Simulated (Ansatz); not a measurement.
# What a change does: single-point calculation on Al₂Cu

System: Al₂Cu (P4/mmm, 3 atoms in the cell).
Method of the first run: DFT PBE, scalar-relativistic, plane waves, PAW, no spin polarisation (Ansatz 0.2.0).

The structure derives from a Materials Project entry. Text and figures count atoms from 1; the logs count them from 0 in places.

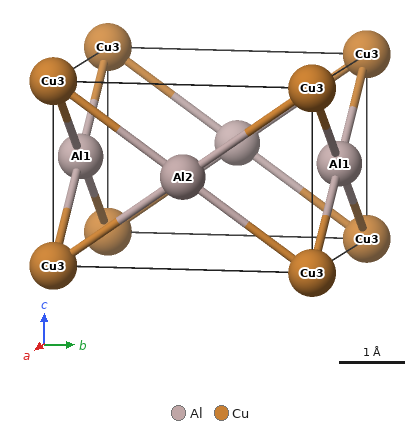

Figure 1. The structure (ball-and-stick view of the cell of the calculation, seen slightly off an axis; atoms are numbered from 1 in the order of the input). An atom can appear more than once, as a periodic image.

Input file, the first run:
```yaml
crystal:
  lattice:
    - [4.105182, 0.0, 0.0]
    - [0.0, 4.105182, 0.0]
    - [0.0, 0.0, 2.891313]
  atoms:
    - { symbol: Al, position: [0.5, 0.0, 0.5] }
    - { symbol: Al, position: [0.0, 0.5, 0.5] }
    - { symbol: Cu, position: [0.0, 0.0, 0.0] }
basis:
  ecutwfc: 420
kpoints:
  mp_grid: { grid: [10, 10, 14] }
hamiltonian:
  xc: pbe
scf:
  occupations: { method: gaussian, width: 0.1 }
output:
  forces: true
  stress: true
  eigenvalues: true
```

Command:
```bash
ansatz run input.yaml --threads 1 --pin off --max-ram 2560MiB --backend cpu --events-out ev --progress --plain --runs-dir out
```

Hardware: 1 thread of Intel Xeon @ 2.70GHz, 189 GiB of memory available, shared host.

Output, shortened to warnings, some set-up lines, iterations and results (the first run):
```
Basis set: ecut = 420 eV, 945 PW (Γ), exchange–correlation on 60×60×40 points (8 copies of the dense FFT grid, shifted against one another)
Symmetry: 16 space group operations
k-points: 168 of 1400
Initial density: superposition of atomic densities (neutral atoms: chi_scale 0, normalization atom), corrected by the library's trained network
[...]
SCF iter   1: F=—  HF=-7700.272614 eV  |F-HF|=—  |Δ(HF+E_count)|=         —  Δρ=5.19e-3  dr2=1.19e-2  ethr=1.77e-3  ⟨swp⟩=5.2  Hψ=14427  notcnv=0
SCF iter   2: F=—  HF=-7700.271178 eV  |F-HF|=—  |Δ(HF+E_count)|=   1.44e-3  Δρ=1.20e-3  dr2=1.52e-3  ethr=4.75e-5  ⟨swp⟩=2.0  Hψ=5162  notcnv=0
SCF iter   3: F=—  HF=-7700.270862 eV  |F-HF|=—  |Δ(HF+E_count)|=   3.16e-4  Δρ=1.03e-3  dr2=8.88e-4  ethr=6.09e-6  ⟨swp⟩=2.0  Hψ=4048  notcnv=0
SCF iter   4: F=—  HF=-7700.270719 eV  |F-HF|=—  |Δ(HF+E_count)|=   1.43e-4  Δρ=2.85e-4  dr2=5.87e-5  ethr=3.55e-6  ⟨swp⟩=2.2  Hψ=3629  notcnv=0
SCF iter   5: F=—  HF=-7700.270816 eV  |F-HF|=—  |Δ(HF+E_count)|=   9.71e-5  Δρ=8.34e-5  dr2=2.86e-6  ethr=2.35e-7  ⟨swp⟩=2.3  Hψ=4002  notcnv=0
SCF iter   6: F=—  HF=-7700.270819 eV  |F-HF|=—  |Δ(HF+E_count)|=   2.86e-6  Δρ=2.81e-5  dr2=6.81e-7  ethr=1.14e-8  ⟨swp⟩=2.0  Hψ=3936  notcnv=0
SCF iter   7: F=-7700.270819 eV  HF=-7700.270819 eV  |F-HF|=1.49e-8  |Δ(HF+E_count)|=   1.25e-7  Δρ=6.48e-6  dr2=3.05e-8  ethr=4.00e-10  ⟨swp⟩=3.9  Hψ=11654  notcnv=0
SCF 1 converged in 7 iterations: F = -7700.270819 eV  dr2 = 3.05e-8
SCF converged after 7 iterations
Free energy (F): -7700.270819 eV
Harris-Foulkes:  -7700.270819 eV  (|F-HF|=1.49e-8)
Internal energy: -7700.266239 eV  (E = F + TS)
E sigma→0 (E₀):  -7700.268529 eV
Entropy (-TS):   -0.004580 eV (-1.527 meV/atom)
Fermi energy:    9.304940 eV
--- Per-component energies (eV) ---
  E_band       = -497.612545
  E_kinetic    = 345.080243
  E_local      = -6177.822840  (includes V_loc(G=0)·N_el)
  E_nonlocal   = 404.711183
  E_hartree    = 2777.640353
  E_xc         = -169.432446
  E_vxc        = -174.087685  (∫ρ·V_xc dr)
  E_paw        = -2592.962775  (= ΣΔE_a)
  E_vpaw       = -450.772151  (= ΣTr[D̂ρ^β])
  E_aug_tail   = 0.000258  (compensation charges beyond the density's cutoff)
  E_ewald      = -2287.480215
  E_smearing   = -0.004580  (= −TS)
  E_closure    = 0.000000  (closes the sum)
  Σ components = -7700.270819   (vs F -7700.270819, Δ=0.00e0)
--- Forces (eV/Å), atoms counted from 1 ---
  atom   1  Al     0.00000000    -0.00000000     0.00000000
  atom   2  Al     0.00000000    -0.00000000     0.00000000
  atom   3  Cu     0.00000000     0.00000000     0.00000000
  max |Σ_I F_I| component: 1.87e-30 eV/Å
--- Stress (GPa, compression-positive) ---
        0.685664       0.000000       0.000000
        0.000000       0.685664       0.000000
        0.000000       0.000000       0.166323
  P = ⅓ Tr σ = 0.5126 GPa (5.126 kbar)
```

The input of the second run differs as follows (lines with − go, lines with + come):
```diff
-  ecutwfc: 420
+  ecutwfc: 500
-  xc: pbe
+  xc: r2scan
```

Predict how the results change.

The total energies belong to different methods, so their difference says nothing on which is more stable or more accurate. The pressure goes from 0.51 to −2.16 GPa. The functional changes from PBE to r2SCAN. The SCF takes 8 iterations against 7. The plane waves at Γ go from 945 to 1243. On the same kind of shared host the second run took about 1.9 times as long.

Output, shortened to warnings, some set-up lines, iterations and results (the second run):
```
Basis set: ecut = 500 eV, 1243 PW (Γ), exchange–correlation on 120×120×96 points (64 copies of the dense FFT grid, shifted against one another)
Symmetry: 16 space group operations
k-points: 168 of 1400
Initial density: superposition of atomic densities (neutral atoms: chi_scale 0, normalization atom), corrected by the library's trained network
[...]
SCF iter   1: F=—  HF=-7712.170980 eV  |F-HF|=—  |Δ(HF+E_count)|=         —  Δρ=1.85e-2  dr2=1.17e-1  dr2_τ=9.47e-3  ethr=1.77e-3  ⟨swp⟩=5.3  Hψ=14722  notcnv=0
SCF iter   2: F=—  HF=-7712.193267 eV  |F-HF|=—  |Δ(HF+E_count)|=   2.23e-2  Δρ=1.39e-2  dr2=4.99e-2  dr2_τ=6.03e-4  ethr=4.68e-4  ⟨swp⟩=2.0  Hψ=6150  notcnv=0  defer=61
SCF iter   3: F=—  HF=-7712.177435 eV  |F-HF|=—  |Δ(HF+E_count)|=   1.58e-2  Δρ=3.82e-3  dr2=8.16e-3  dr2_τ=2.67e-5  ethr=2.00e-4  ⟨swp⟩=2.1  Hψ=4765  notcnv=0  defer=61
SCF iter   4: F=—  HF=-7712.175638 eV  |F-HF|=—  |Δ(HF+E_count)|=   1.80e-3  Δρ=1.04e-3  dr2=4.26e-4  dr2_τ=5.23e-6  ethr=3.26e-5  ⟨swp⟩=1.3  Hψ=4190  notcnv=0  defer=61
SCF iter   5: F=—  HF=-7712.175669 eV  |F-HF|=—  |Δ(HF+E_count)|=   3.09e-5  Δρ=4.86e-4  dr2=1.17e-4  dr2_τ=6.52e-7  ethr=1.70e-6  ⟨swp⟩=2.1  Hψ=4071  notcnv=0  defer=61
SCF iter   6: F=—  HF=-7712.175641 eV  |F-HF|=—  |Δ(HF+E_count)|=   2.79e-5  Δρ=1.74e-4  dr2=1.38e-5  dr2_τ=4.85e-8  ethr=4.68e-7  ⟨swp⟩=2.1  Hψ=4236  notcnv=0  defer=61
SCF iter   7: F=—  HF=-7712.175638 eV  |F-HF|=—  |Δ(HF+E_count)|=   3.58e-6  Δρ=5.81e-5  dr2=1.30e-6  dr2_τ=2.88e-9  ethr=5.54e-8  ⟨swp⟩=1.6  Hψ=3396  notcnv=0  defer=61
SCF iter   8: F=-7712.175637 eV  HF=-7712.175637 eV  |F-HF|=1.29e-8  |Δ(HF+E_count)|=   2.26e-8  Δρ=8.22e-6  dr2=4.61e-8  dr2_τ=9.16e-11  ethr=4.00e-10  ⟨swp⟩=4.6  Hψ=12051  …
SCF 1 converged in 8 iterations: F = -7712.175637 eV  dr2 = 4.61e-8
SCF converged after 8 iterations
Free energy (F): -7712.175637 eV
Harris-Foulkes:  -7712.175637 eV  (|F-HF|=1.29e-8)
Internal energy: -7712.171304 eV  (E = F + TS)
E sigma→0 (E₀):  -7712.173471 eV
Entropy (-TS):   -0.004333 eV (-1.444 meV/atom)
Fermi energy:    9.245862 eV
--- Per-component energies (eV) ---
  E_band       = -524.406152
  E_kinetic    = 345.023072
  E_local      = -6188.751698  (includes V_loc(G=0)·N_el)
  E_nonlocal   = 408.423617
  E_hartree    = 2787.844744
  E_xc         = -157.532015
  E_vxc        = -188.122877  (∫ρ·V_xc dr)
  E_paw        = -2619.277629  (= ΣΔE_a)
  E_vpaw       = -488.650665  (= ΣTr[D̂ρ^β])
  E_aug_tail   = 0.000144  (compensation charges beyond the density's cutoff)
  E_vtau       = 11.965797  (kinetic-family band-sum trace: ∫τ·v_τ [+ j·A + Jᵃ·Aᵃ] dr)
  E_ewald      = -2287.480215
  E_core_change = -0.421324  (= ΣΔE_core)
  E_smearing   = -0.004333  (= −TS)
  E_closure    = 0.000000  (closes the sum)
  Σ components = -7712.175637   (vs F -7712.175637, Δ=0.00e0)
--- Forces (eV/Å), atoms counted from 1 ---
  atom   1  Al     0.00000000     0.00000000     0.00000000
  atom   2  Al     0.00000000     0.00000000     0.00000000
  atom   3  Cu     0.00000000     0.00000000     0.00000000
  max |Σ_I F_I| component: 5.67e-31 eV/Å
--- Stress (GPa, compression-positive) ---
       -1.815253       0.000000       0.000000
        0.000000      -1.815253       0.000000
        0.000000       0.000000      -2.840557
  P = ⅓ Tr σ = -2.1570 GPa (-21.570 kbar)
```

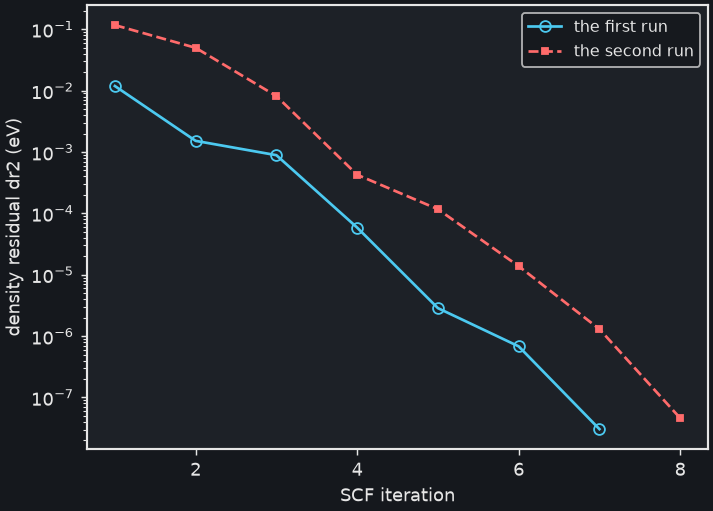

Figure 2. Convergence of the two runs: density residual dr2 against the SCF iteration. The first run takes 7 iterations in all, and the second run takes 8.

The two runs side by side:

| quantity | the first run | the second run |
| --- | --- | --- |
| outcome | converged | converged |
| free energy per atom (eV) | −2566.7569 | −2570.7252 |
| energy per atom, smearing taken to zero (eV) | −2566.7562 | −2570.7245 |
| gap on the mesh (eV) | 0.00 | 0.00 |
| pressure (GPa) | 0.51 | −2.16 |
| largest force (eV/Å) | 0.000 | 0.000 |
| SCF iterations | 7 | 8 |
| irreducible k-points | 168 | 168 |
| plane waves at Γ | 945 | 1243 |
| wall time (shared host) | 7 s | 13 s |
